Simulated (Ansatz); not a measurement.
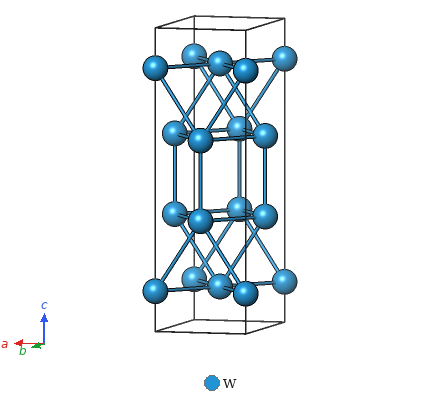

The structure; the drawing may span several cells.

Given this structure, the geometry relaxed with Ansatz 0.2.0, DFT r2SCAN, scalar-relativistic, plane waves, PAW; the starting structure was generated, so it need not be a known form of this composition, written in its standard cell:

```cif
data_structure
_symmetry_space_group_name_H-M 'Fmmm'
_symmetry_Int_Tables_number 69
_cell_length_a 3.0674
_cell_length_b 4.3980
_cell_length_c 9.9194
_cell_angle_alpha 90.000
_cell_angle_beta 90.000
_cell_angle_gamma 90.000
_cell_volume 133.82
loop_
_atom_site_label
_atom_site_type_symbol
_atom_site_symmetry_multiplicity
_atom_site_Wyckoff_symbol
_atom_site_fract_x
_atom_site_fract_y
_atom_site_fract_z
_atom_site_occupancy
W1 W 8 i 0.50000 0.00000 0.36725 1
```

What does the kinematic electron diffraction pattern along [001] look like at 200 kV (B = 0.8 Å²)?

The spots form a rectangular net whose two shortest vectors correspond to d = 2.20 Å and 1.53 Å, 90.0° apart. They are 0 2 0 and 2 0 0. The pattern has symmetry 2mm. The lattice centring (F) removes all reflections that break h + k = 2n, h + l = 2n.

Strongest reflections with d > 0.80 Å, one of each family (|F|² from tabulated Gaussian fits of the electron scattering factors, times a small damping for the curvature of the Ewald sphere):

```json
{"hkl": "0 2 0", "d (Å)": "2.199", "I (strongest = 100)": "100"}
{"hkl": "2 0 0", "d (Å)": "1.534", "I (strongest = 100)": "49"}
{"hkl": "2 2 0", "d (Å)": "1.258", "I (strongest = 100)": "30"}
{"hkl": "0 4 0", "d (Å)": "1.100", "I (strongest = 100)": "21"}
{"hkl": "2 4 0", "d (Å)": "0.894", "I (strongest = 100)": "11"}
```

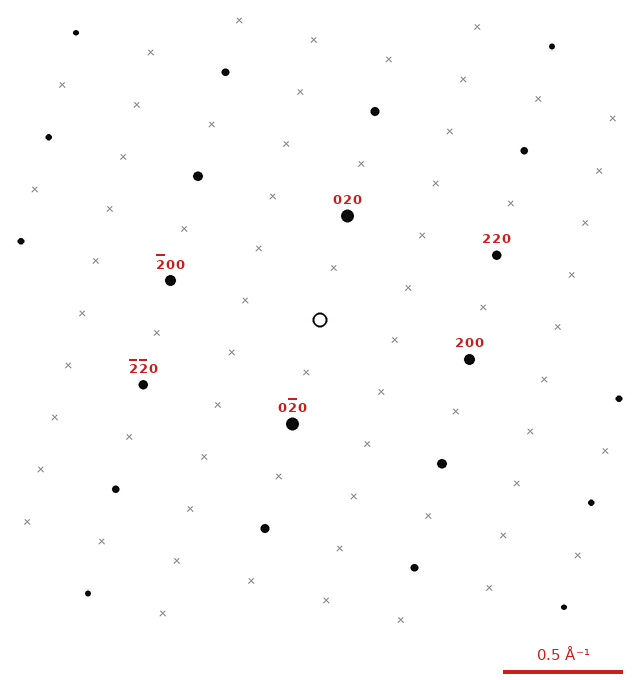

Calculated pattern, seen from the source side with [001] pointing towards the source; crosses mark the places of extinct reflections.
